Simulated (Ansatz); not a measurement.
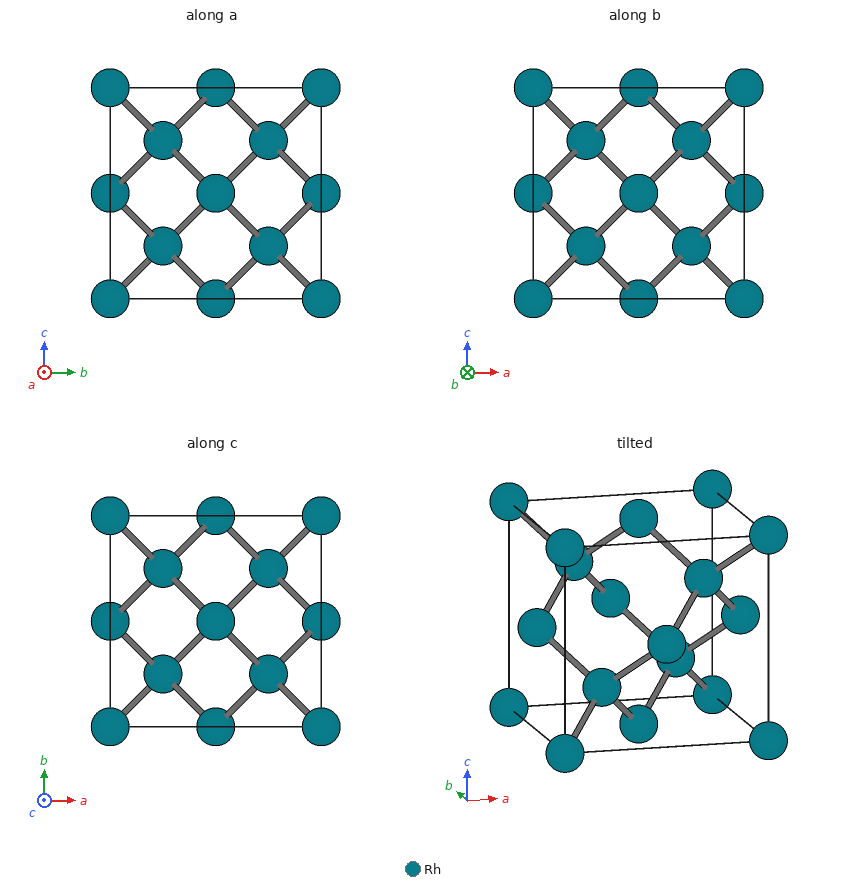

The image is a ball-and-stick drawing of a crystal, viewed along the a axis, along the b axis, along the c axis and slightly off an axis. The wireframe shows the conventional unit cell.

Lattice parameters: a = 5.4364 Å, b = 5.4364 Å, c = 5.4364 Å, α = 90.000°, β = 90.000°, γ = 90.000°.

Record the structure as a CIF with its space group and independent sites.

Answer.
```cif
data_structure
_symmetry_space_group_name_H-M 'F d -3 m :1'
_symmetry_Int_Tables_number 227
_cell_length_a 5.4364
_cell_length_b 5.4364
_cell_length_c 5.4364
_cell_angle_alpha 90.000
_cell_angle_beta 90.000
_cell_angle_gamma 90.000
_cell_volume 160.67
loop_
_atom_site_label
_atom_site_type_symbol
_atom_site_symmetry_multiplicity
_atom_site_Wyckoff_symbol
_atom_site_fract_x
_atom_site_fract_y
_atom_site_fract_z
_atom_site_occupancy
Rh1 Rh 8 a 0.2500 0.7500 0.7500 1
```

Origin of the cell: a structure type filled with this element by a generator (whether the element takes this form wasn't checked). Earlier steps of the study may have refined or changed the cell and positions. Ansatz was used for an electronic-structure calculation on it.
